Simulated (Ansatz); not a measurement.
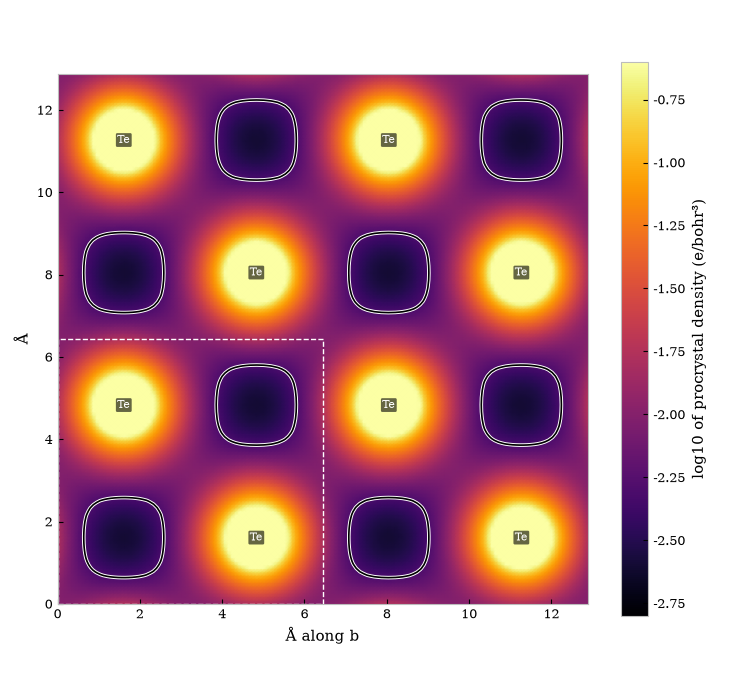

Procrystal electron density of MgTe in space group F-43m, computed on the section x = 0.250 (parallel to b and c; the dashed line is one cell). It is the sum of the densities of spherically averaged neutral Hartree-Fock atoms, not a self-consistent density. The black line is the 0.005 e/bohr³ contour that bounds the voids. From Rb on the atoms have core potentials, so only their outer electrons count. The usual level for crystal voids is 0.002 e/bohr³; this crystal has almost no region below it, so a higher level is used, which marks the interstitial space of lowest density.

The cell is taken from coordinates from a relaxation with DFT PBEsol, scalar-relativistic, plane waves, PAW (Ansatz).

```cif
data_structure
_symmetry_space_group_name_H-M 'F-43m'
_symmetry_Int_Tables_number 216
_cell_length_a 6.4389
_cell_length_b 6.4389
_cell_length_c 6.4389
_cell_angle_alpha 90.000
_cell_angle_beta 90.000
_cell_angle_gamma 90.000
_cell_volume 266.95
loop_
_atom_site_label
_atom_site_type_symbol
_atom_site_symmetry_multiplicity
_atom_site_Wyckoff_symbol
_atom_site_fract_x
_atom_site_fract_y
_atom_site_fract_z
_atom_site_occupancy
Mg1 Mg 4 a 0.00000 0.00000 0.00000 1
Te1 Te 4 d 0.25000 0.25000 0.75000 1
```

### What share of the cell is void by this measure?

The voids take about 16 % of the cell (42 Å³ of 266.9 Å³) and are bounded by about 120 Å² of surface per cell.

### Are the voids connected in the whole crystal?

Where they connect, they form a three-dimensional network.

### How low does the density fall, and where?

To about 0.0025 e/bohr³ near 0.25, 0.25, 0.25 (fractional), 2.8 Å from the nearest nucleus.

### At what density do the voids first join through the crystal?

At about 0.0037 e/bohr³, as a three-dimensional network.
